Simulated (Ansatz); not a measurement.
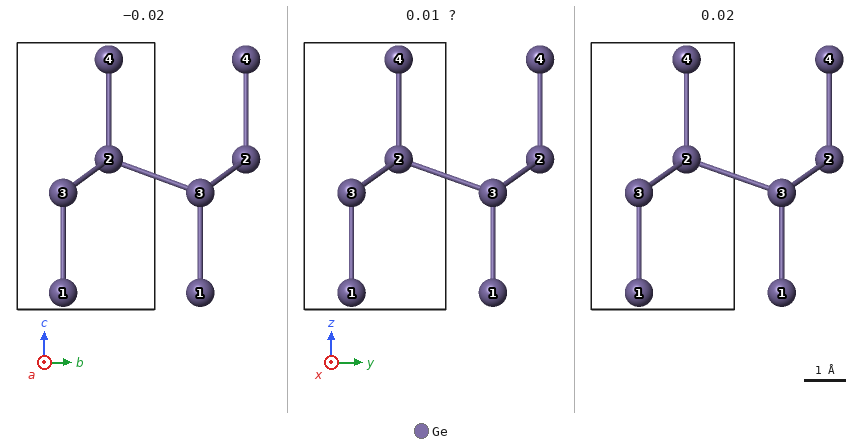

A crystal of Ge (P6_3/mmc): the cell is strained along y alone, with the atoms kept at their fractional coordinates. x, y and z are the Cartesian axes of the input. A ball-and-stick model of the cell of the calculation, repeated 2 × 2 × 1 with one cell outlined, seen along the a axis.

Computed with Ansatz, DFT PBEsol, scalar-relativistic, plane waves, PAW. Set-up: plane-wave cutoff 420 eV; k-point mesh 12 × 12 × 8; occupations gaussian; smearing width 0.15 eV; no spin polarisation. Energies (free energies at the smearing named) are counted from the relaxed crystal.

```json
{"strain": "−0.0200", "E − E(ref) (meV/atom)": "4.94"}
{"strain": "−0.0150", "E − E(ref) (meV/atom)": "2.74"}
{"strain": "−0.0100", "E − E(ref) (meV/atom)": "1.20"}
{"strain": "−0.0050", "E − E(ref) (meV/atom)": "0.30"}
{"strain": "0.0000", "E − E(ref) (meV/atom)": "0.00"}
{"strain": "0.0050", "E − E(ref) (meV/atom)": "0.29"}
{"strain": "0.0100", "E − E(ref) (meV/atom)": "?"}
{"strain": "0.0150", "E − E(ref) (meV/atom)": "2.52"}
{"strain": "0.0175", "E − E(ref) (meV/atom)": "3.41"}
{"strain": "0.0200", "E − E(ref) (meV/atom)": "4.42"}
```

One row is withheld. What is its energy?

Answer. A straight line between the two neighbours gives 1.41 meV/atom. A cubic through the four nearest rows (0.0000, 0.0050, 0.0150, 0.0175) gives, with Lagrange weights, (−0.1429)(0.00) + (0.6000)(0.29) + (1.0000)(2.52) + (−0.4571)(3.41) = 1.14 meV/atom. The calculation gives 1.13 meV/atom, so the cubic is 0.01 meV/atom too high and the straight line 0.28 meV/atom too high, as the curve bends upwards here.

The whole profile:

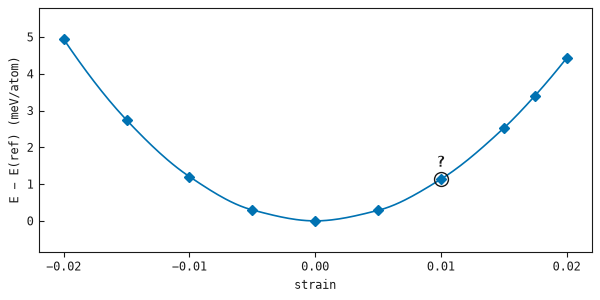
